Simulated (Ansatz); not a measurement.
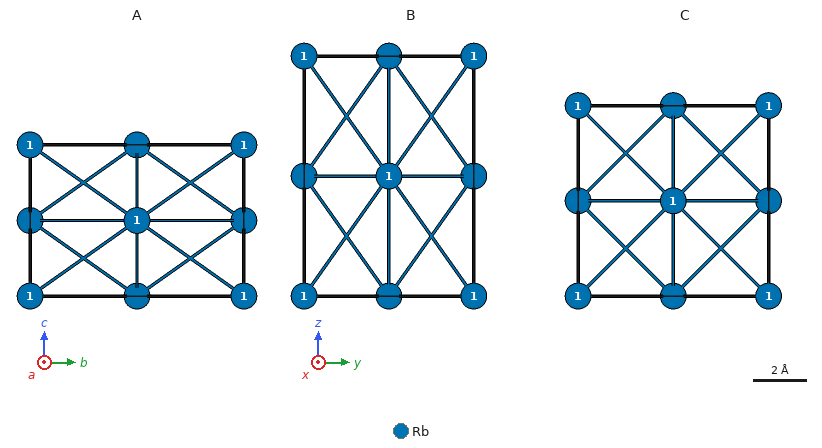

A scan of a crystal of Rb (Fm-3m): the ratio of the cell's length along z to its lengths across, counted as 1 for the reference, is changed at fixed volume (a tetragonal or Bain path), with the atoms kept at their fractional coordinates. x, y and z are the Cartesian axes of the input. A ball-and-stick model of the conventional cell (4 times the calculation's cell), seen along the a axis. Lengths and directions refer to the drawn axes.

All numbers below come from DFT PBEsol, scalar-relativistic, plane waves, PAW (Ansatz). Settings: plane-wave cutoff 420 eV; k-point mesh 12 × 12 × 12; occupations gaussian; smearing width 0.15 eV; no spin polarisation. Energies (free energies at the smearing named) are counted from the cell as listed in its source, which wasn't relaxed.

Q: Rank the frames from lowest to highest energy.

A: Lowest first: C (the relative ratio 1.00, 0.0 meV/atom), A (the relative ratio 0.707, 2.0 meV/atom), B (the relative ratio 1.414, 38.2 meV/atom). Over the whole scan: of the computed points the lowest is at the relative ratio 1.00, 0.0 meV/atom. The end points stand at 2.0 meV/atom (0.707) and 38.2 meV/atom (1.414). The distortion takes the space group from Fm-3m to I4/mmm. At the relative ratio 1.414 the cell of the drawing goes a 7.280 → 6.486 Å, b 7.280 → 6.486 Å, c 7.280 → 9.171 Å.
